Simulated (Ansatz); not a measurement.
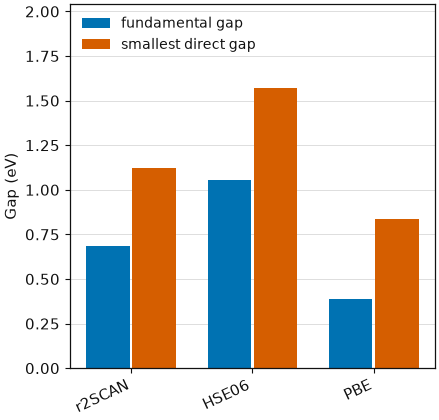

Gaps of ZrSe₂, space group P-3m1, 3 atoms in the cell, 1T (CdI2) bulk type, epitaxial (xy) strain +3.0%, at several levels of theory on one cell (Ansatz, plane waves and PAW; edges over the mesh and the special points).

**How does the gap depend on the level, and does its kind change?**

In rising order: PBE 0.39 eV, r2SCAN 0.69 eV and HSE06 1.06 eV. It is indirect at every level.
